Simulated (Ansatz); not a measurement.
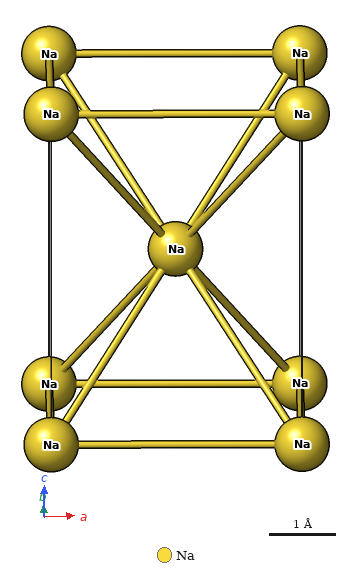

This is the input geometry for a relaxation of a crystal of Na (set up in I4/mmm). A ball-and-stick model of the cell of the calculation, seen from a free direction.

Case: biaxial strain in the a-b plane of +2.0 %; c and atoms relaxed.

These are results of DFT PBE, scalar-relativistic, plane waves, PAW in Ansatz, not measurements.

The input:
```yaml
crystal:
  lattice:
    - [3.8258300377, 0.0, 0.0]
    - [0.0, 3.8258300377, 0.0]
    - [0.0, 0.0, 5.1946932475]
  atoms:
    - { symbol: Na, position: [0.0, 0.0, 0.0] }
    - { symbol: Na, position: [0.5, 0.5, 0.5] }
basis:
  ecutwfc: 420
kpoints:
  mp_grid: { grid: [12, 12, 8] }
hamiltonian:
  xc: pbe
scf:
  occupations: { method: gaussian, width: 0.1 }
output:
  forces: true
  stress: true
  eigenvalues: true
relax:
  adjacent_minimum: "off"
  f_tol: 0.008
  max_steps: 40
  cell: { stress_tol: 0.05, fix: [a, b, gamma] }
```

### What does the optimiser find from here?

No atom moves by more than 0.005 Å relative to the cell. The volume changes by −3.6 %, with a = b unchanged at 3.826 Å, c 5.195 → 5.008 Å (−3.6 %). Some distances before and after: Na1–Na2 3.750 → 3.686 Å. The space group stays I4/mmm (No. 139). The energy falls by 1.0 meV per atom in 3 accepted moves (4 points after the start). All forces vanish by symmetry, so only the cell relaxes. The pressure goes from −0.19 to 0.08 GPa. At 1 point the geometry stayed and the basis and grid were re-selected for the new cell (energy shift of less than 0.05 meV per atom at most each time). The run took roughly 30 core-seconds on a shared host.

After the run, drawn alike:

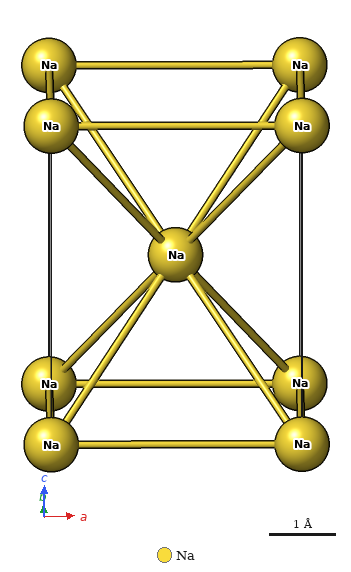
